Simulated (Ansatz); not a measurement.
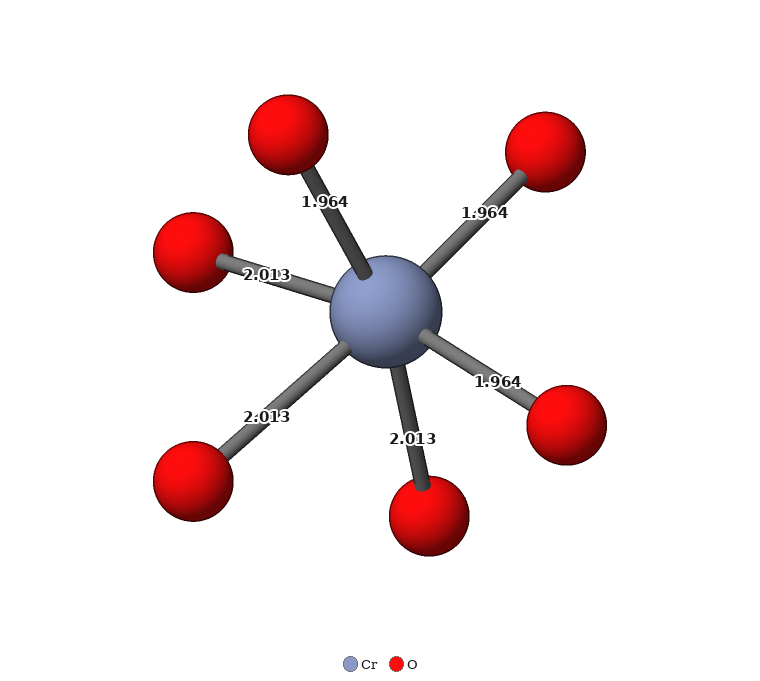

The surroundings of site Cr1 (at 0.667, 0.333, 0.181) in Cr$_{2}$O$_{3}$ (R-3c, No. 167), with bond lengths in Å.

Source of the atomic positions: the input geometry of an electronic-structure calculation (not necessarily at equilibrium).

```yaml
crystal:
  lattice:
    - [4.95700, 0.00000, 0.00000]
    - [-2.47850, 4.29289, 0.00000]
    - [0.00000, 0.00000, 13.59231]
  atoms:
    - { symbol: Cr, position: [0.66667, 0.33333, 0.18081] }
    - { symbol: Cr, position: [0.33333, 0.66667, 0.31919] }
    - { symbol: Cr, position: [0.00000, 0.00000, 0.15252] }
    - { symbol: Cr, position: [0.33333, 0.66667, 0.01415] }
    - { symbol: O, position: [0.97247, 0.33333, 0.08333] }
    - { symbol: O, position: [0.66667, 0.63913, 0.08333] }
    - { symbol: O, position: [0.36087, 0.02753, 0.08333] }
    - { symbol: O, position: [0.69420, 0.00000, 0.25000] }
    - { symbol: O, position: [0.00000, 0.69420, 0.25000] }
    - { symbol: O, position: [0.30580, 0.30580, 0.25000] }
    - { symbol: Cr, position: [0.33333, 0.66667, 0.51415] }
    - { symbol: Cr, position: [0.00000, 0.00000, 0.65252] }
    - { symbol: Cr, position: [0.66667, 0.33333, 0.48585] }
    - { symbol: Cr, position: [0.00000, 0.00000, 0.34748] }
    - { symbol: O, position: [0.63913, 0.66667, 0.41667] }
    - { symbol: O, position: [0.33333, 0.97247, 0.41667] }
    - { symbol: O, position: [0.02753, 0.36087, 0.41667] }
    - { symbol: O, position: [0.36087, 0.33333, 0.58333] }
    - { symbol: O, position: [0.66667, 0.02753, 0.58333] }
    - { symbol: O, position: [0.97247, 0.63913, 0.58333] }
    - { symbol: Cr, position: [0.00000, 0.00000, 0.84748] }
    - { symbol: Cr, position: [0.66667, 0.33333, 0.98585] }
    - { symbol: Cr, position: [0.33333, 0.66667, 0.81919] }
    - { symbol: Cr, position: [0.66667, 0.33333, 0.68081] }
    - { symbol: O, position: [0.30580, 0.00000, 0.75000] }
    - { symbol: O, position: [0.00000, 0.30580, 0.75000] }
    - { symbol: O, position: [0.69420, 0.69420, 0.75000] }
    - { symbol: O, position: [0.02753, 0.66667, 0.91667] }
    - { symbol: O, position: [0.33333, 0.36087, 0.91667] }
    - { symbol: O, position: [0.63913, 0.97247, 0.91667] }
```

Bond valence s = exp((R0 − d)/b), R0 fitted to published crystal structures with b = 0.37 Å, summed over all anions within 5 Å; R0 in Å: Cr2+–O 1.737; Cr3+–O 1.718; Cr6+–O 1.794.

Which oxidation state of Cr do these bonds support?

Answer. With the Cr2+ parameters the computed sum is 3 × 0.541 + 3 × 0.474 = 3.05. With the Cr3+ parameters the computed sum is 3 × 0.514 + 3 × 0.451 = 2.89. With the Cr6+ parameters the computed sum is 3 × 0.632 + 3 × 0.553 = 3.55. The sum matches its own assumption best for Cr3+, which also balances the formula's charge.

And over the whole structure?

Answer.
```tsv
site	x, y, z	formal valence	bond-valence sum	difference
Cr1	0.667, 0.333, 0.181	+3	2.97	-0.03
O1	0.972, 0.333, 0.083	−2	1.98	-0.02
```

These sums include all anions within 5 Å. The global instability index (root mean square of the differences over all atoms) is 0.02 v.u.: little strain. The cell was not relaxed for this table, and a volume that is off by a few per cent shifts all sums together.
